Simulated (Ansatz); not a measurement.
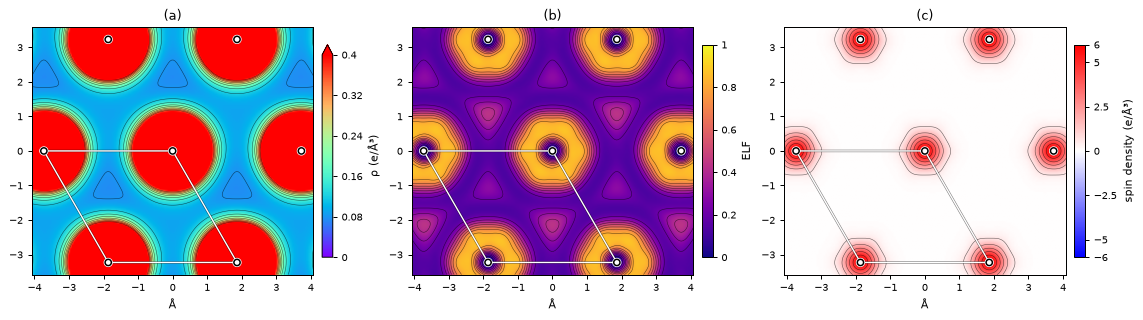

Figure. Nd. (a) valence charge density (pseudo); (b) ELF; (c) spin density (up minus down) on the (001) plane of the conventional cell. Circles mark the nuclei in the plane (Nd).

Space group P6₃/mmc; computed pressure about −6 GPa in this cell; the SCF solution may not be the lowest one; no Hubbard U on the f states and no spin–orbit coupling; the program warned that an open shell was started evenly filled; spin-polarised.

All numbers below come from Kohn-Sham DFT of a periodic cell, LDA, Ansatz PAW in Ansatz 0.2.0.

Input

```
crystal:
  lattice:
    - [3.7287240916, 0.0, 0.0]
    - [-1.8643620458, 3.229169787, 0.0]
    - [0.0, 0.0, 6.0177548779]
  atoms:
    - { symbol: Nd, position: [0.6666666667, 0.3333333333, 0.75], spin: 3.0 }
    - { symbol: Nd, position: [0.3333333333, 0.6666666667, 0.25], spin: 3.0 }
hamiltonian:
  xc: lda
  pseudopotentials: { kind: paw }
magnetization:
  spin_polarized: true
kpoints:
  mp_grid: { grid: [8, 8, 5] }
scf:
  occupations: { method: fermi_dirac, width: 0.05 }
output:
  forces: true
  stress: true
  eigenvalues: true
  write_density: true
  write_potential: true
  elf: true
  volumetric_format: npy
```

Launched as:

```sh
ansatz run input.yaml --threads 2 --pin off --max-ram 5632MiB --backend cpu --events-out ev --progress --plain --runs-dir out
```

Below, planes, directions and counts refer to the conventional cell (a = 3.73 Å, b = 3.73 Å, c = 6.02 Å, α = 90.00°, β = 90.00°, γ = 120.00°).

Q: What does the map show?

A: The plane passes through Nd nuclei.
Nd–Nd (3.73 Å): the density is about 0.09 e/Å³ at the midpoint; the ELF is about 0.15 at the midpoint (no shared electron pair shows on this line).
Between the atoms the lowest density in this plane is 0.07 e/Å³.
The features right at Nd lie inside the PAW spheres, where the map follows smoothed inner orbitals and isn't to be read closely.
The spin density sits on Nd: +3.8 μB (×2) in one cell of 2 atoms: parallel main moments (a ferromagnetic arrangement) in this solution. The cell of the calculation (2 atoms) carries 8.2 μB of net spin moment.
